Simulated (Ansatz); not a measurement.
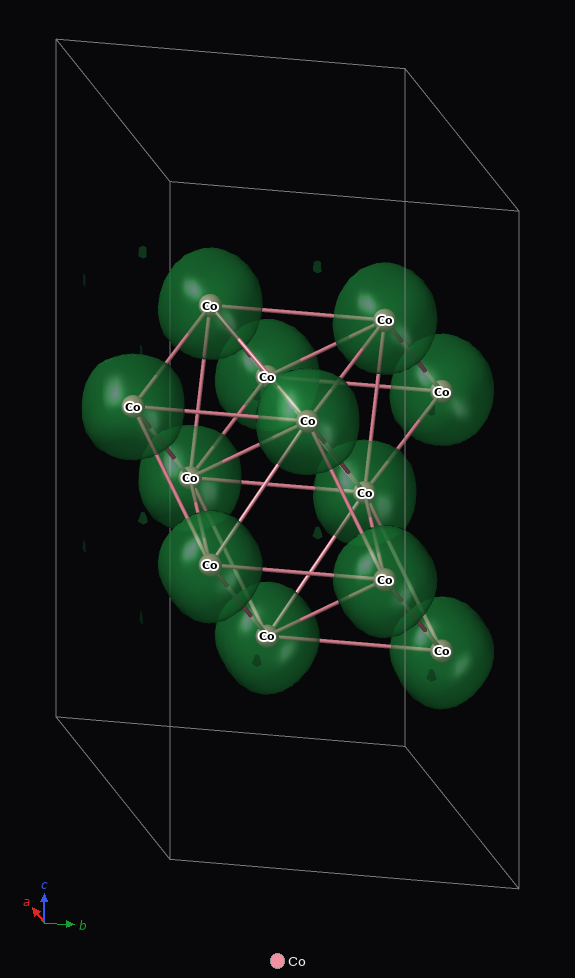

The picture shows: Co (slab). Isosurfaces of the magnetisation density (up minus down) at +0.2 (green) and −0.2 e/Å³ (red), seen at an oblique angle. Sticks mark near contacts.

Spin-polarised.

These are results of DFT PBE+D3(BJ), scalar-relativistic, plane waves, PAW (Ansatz), not measurements.

In a PAW calculation such maps are meaningful between the atoms, not at the nuclei.

```cif
data_structure
_symmetry_space_group_name_H-M 'P 1'
_symmetry_Int_Tables_number 1
_cell_length_a 4.9380
_cell_length_b 4.9380
_cell_length_c 20.9932
_cell_angle_alpha 90.000
_cell_angle_beta 90.000
_cell_angle_gamma 120.000
_cell_volume 443.31
loop_
_atom_site_label
_atom_site_type_symbol
_atom_site_fract_x
_atom_site_fract_y
_atom_site_fract_z
_atom_site_occupancy
Co1 Co 0.16667 0.33333 0.40489 1
Co2 Co 0.16667 0.83333 0.40489 1
Co3 Co 0.66667 0.33333 0.40489 1
Co4 Co 0.66667 0.83333 0.40489 1
Co5 Co 0.33333 0.16667 0.49946 1
Co6 Co 0.33333 0.66667 0.49946 1
Co7 Co 0.83333 0.16667 0.49946 1
Co8 Co 0.83333 0.66667 0.49946 1
Co9 Co 0.16667 0.33333 0.59402 1
Co10 Co 0.16667 0.83333 0.59402 1
Co11 Co 0.66667 0.33333 0.59402 1
Co12 Co 0.66667 0.83333 0.59402 1
```

> Which atoms carry the moments, and with what signs?

The spin density sits on Co: +1.8 μB (×12) in one cell of 12 atoms: parallel moments (a ferromagnetic arrangement) in this solution. The cell of the calculation (12 atoms) carries 20.7 μB of net spin moment. Only one sign reaches the isovalue.
